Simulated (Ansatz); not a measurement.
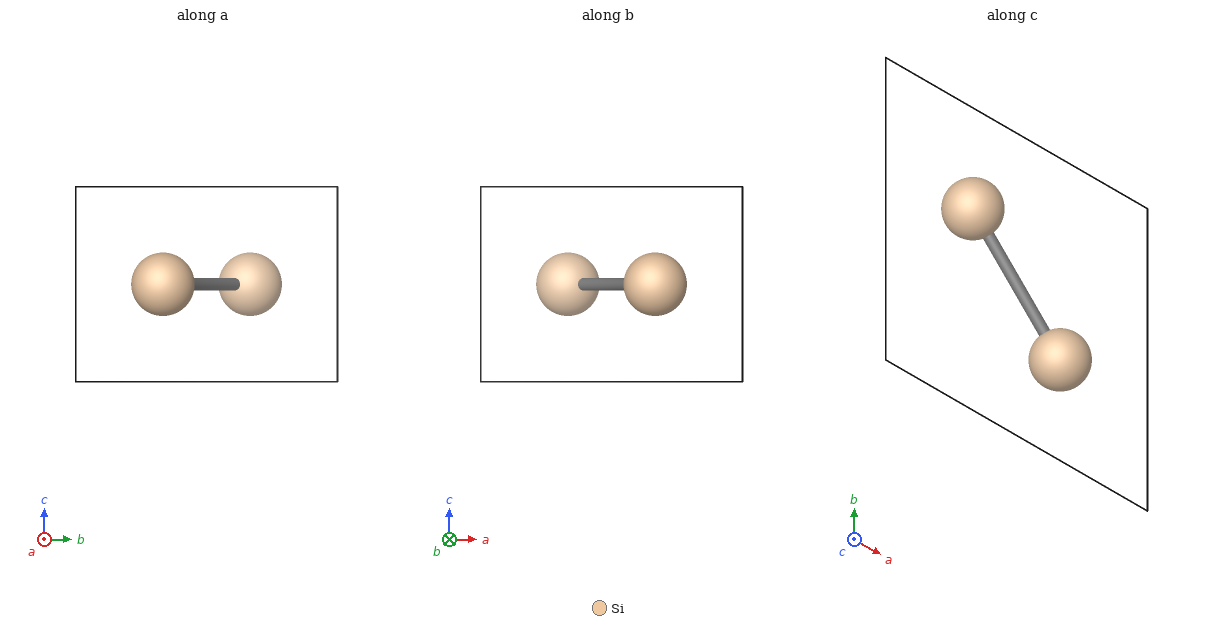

We look at a ball-and-stick model of the crystal along the a axis, along the b axis and along the c axis. The conventional unit cell is outlined; an atom on or near a face, edge or corner is repeated at each equivalent position.

Lattice parameters: a = 4.121 Å, b = 4.121 Å, c = 2.655 Å, α = 90.00°, β = 90.00°, γ = 120.00°.

**Give the structure in the form of a table of Wyckoff sites.**

Space group P6/mmm (No. 191).
| atom | site | x | y | z |
| --- | --- | --- | --- | --- |
| Si | 2d | 0.3333 | 0.6667 | 0.5000 |

Starting structure: a structure type filled with this element by a generator (whether the element takes this form wasn't checked). A relaxation with Ansatz 0.2.0, DFT PBE, scalar-relativistic, plane waves, PAW gave the geometry drawn.
